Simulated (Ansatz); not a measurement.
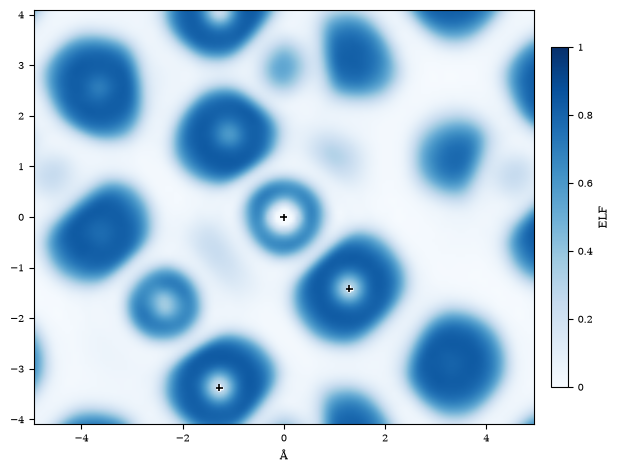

The electron localisation function on a plane through atoms (crosses mark nuclei in the plane).

All numbers below come from DFT, PBE, plane-wave PAW, default files, scalar-relativistic, frozen cores (Ansatz 0.2.0).

Candidates:
A. Si₃N₄, a = 6.47 Å, b = 6.47 Å, c = 6.35 Å, α = 90.00°, β = 90.00°, γ = 90.00°. Space group I-42d; computed pressure about 7 GPa in this cell.
B. SiC, a = 3.14 Å, b = 3.14 Å, c = 15.42 Å, α = 90.00°, β = 90.00°, γ = 119.98°. Space group P6₃mc; computed pressure about −9 GPa in this cell.
C. TiO₂, a = 5.14 Å, b = 9.19 Å, c = 5.45 Å, α = 90.00°, β = 90.00°, γ = 90.00°. Space group Pbca; computed pressure about 5 GPa in this cell; computed without spin polarisation.

> Which candidate gave the map?

Candidate C: TiO₂ on the (101) plane of the conventional cell, which holds Ti and O. Ti–O (1.93 Å): the ELF peaks at about 0.80 in the valence shell of O, 0.6 Å from its nucleus, and is about 0.20 at the midpoint; no shared electron pair shows on this line.
